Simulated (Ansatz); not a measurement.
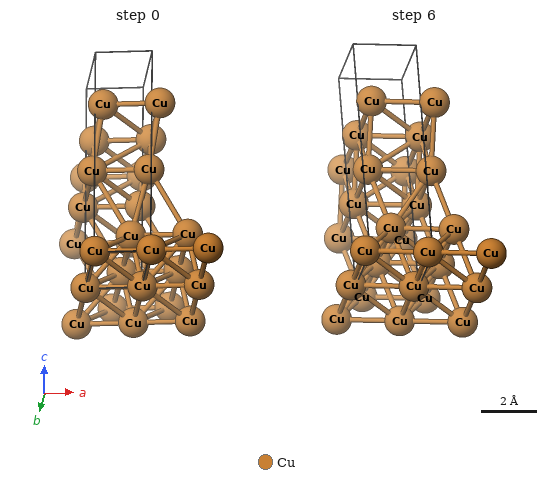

The structure of solid Cu (set up in P1) before (left) and after (right) a relaxation, at one scale.

The picture is a ball-and-stick view of the cell of the calculation, reduced to other axes, repeated 2 × 3 × 1 with one cell outlined, seen from a free direction. Lengths and directions refer to the drawn axes.

Case: all atoms moved at random, sigma 0.05 Å for each component, cell strained at random, sigma 0.1; relaxed back.

These are results of DFT PBEsol, scalar-relativistic, plane waves, PAW in Ansatz 0.2.0, not measurements.

The input:
```yaml
crystal:
  lattice:
    - [2.6053950021, -0.2470574127, 0.3657082662]
    - [-1.5166554966, 2.1228741624, -0.038592874]
    - [1.1952149462, 0.544415304, 8.5184573673]
  atoms:
    - { symbol: Cu, position: [0.0024175519, 0.0229913869, -0.0104401378] }
    - { symbol: Cu, position: [0.3503028395, 0.6827972401, 0.246117674] }
    - { symbol: Cu, position: [-0.0431726776, -0.0450069114, 0.5030492721] }
    - { symbol: Cu, position: [0.6904522862, 0.3392182843, 0.7612731917] }
basis:
  ecutwfc: 420
kpoints:
  mp_grid: { grid: [18, 18, 4] }
hamiltonian:
  xc: pbesol
scf:
  occupations: { method: gaussian, width: 0.15 }
output:
  forces: true
  stress: true
  eigenvalues: true
relax:
  adjacent_minimum: "off"
  f_tol: 0.01
  max_steps: 80
  cell: { stress_tol: 0.1 }
```

Command:
```bash
ansatz run input.yaml --threads 2 --pin off --max-ram 5120MiB --backend cpu --events-out ev --progress --plain --runs-dir out
```

### Describe what moved and what it gained.

The run was cut off at its time limit before the program reported convergence, but its last step already meets the force threshold: the largest component is 0.00062 eV/Å against 0.01 eV/Å. The pressure is within 0.01 GPa of its target. The energy falls by 1.831 eV per cell of the calculation in 6 geometry steps. The largest force component goes from 3.3 to 0.00062 eV/Å. Pressure: 28.55 GPa at the start and −0.01 GPa at the end. The atom that moves furthest relative to the cell is Cu4 (0.48 Å roughly along [−2 −1 0]). The volume changes by +5.0 %, with a 2.193 → 2.473 Å (+12.7 %), b 2.609 → 2.521 Å (−3.4 %), c 8.286 → 8.661 Å (+4.5 %), α 93.1° → 91.8°, β 96.9° → 104.6°, γ 113.9° → 119.1°. Among the contacts that change: Cu1–Cu2 2.974 → 2.510 Å, Cu1–Cu4 2.033 → 2.485 Å, Cu3–Cu4 2.839 → 2.489 Å, Cu2–Cu3 2.873 → 2.569 Å. The space group (tolerance 0.01 Å) goes from P1 (No. 1) to P-1 (No. 2). The run took 21 min on 2 threads of AMD EPYC (Zen 3), with other jobs on the host, peak memory 1.2 GiB.
